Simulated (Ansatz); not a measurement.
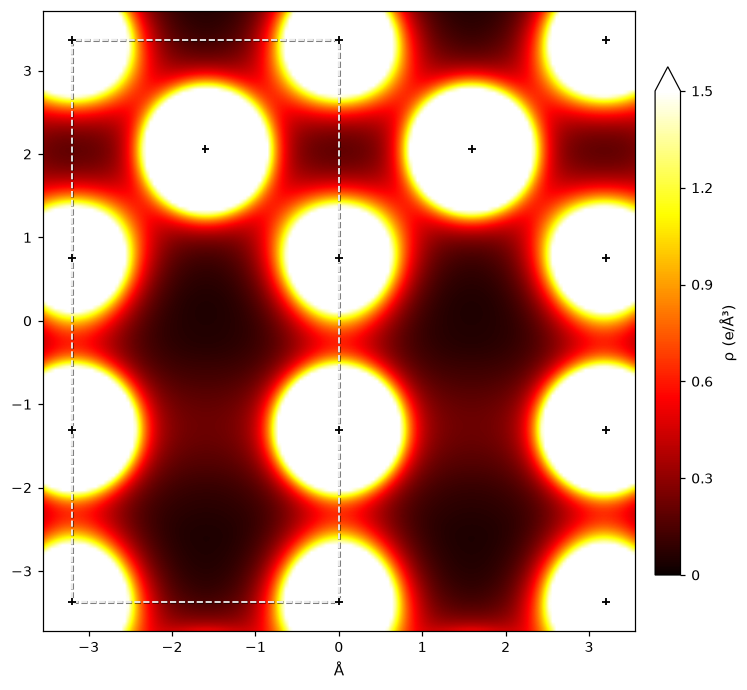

The valence charge density (pseudo) on a plane through atoms (crosses mark nuclei in the plane).

These are results of DFT r2SCAN, scalar-relativistic, plane waves, PAW (Ansatz), not measurements.

Candidates:
A. CoO, a = 3.20 Å, b = 3.20 Å, c = 5.23 Å, α = 90.00°, β = 90.00°, γ = 120.00°. Space group P6₃mc; a structure from a database of computed crystals, not necessarily the ambient phase; computed pressure about −20 GPa in this cell; computed without spin polarisation.
B. SnO2, a = 4.76 Å, b = 4.76 Å, c = 3.20 Å, α = 90.00°, β = 90.00°, γ = 90.00°. Space group Pnnm; a structure from a database of computed crystals, not necessarily the ambient phase.

> Which system is this?

Candidate B: SnO2 on the (11̄0) plane of the conventional cell, which holds Sn and O. Sn–O (2.06 Å): ρ is about 0.65 e/Å³ halfway.
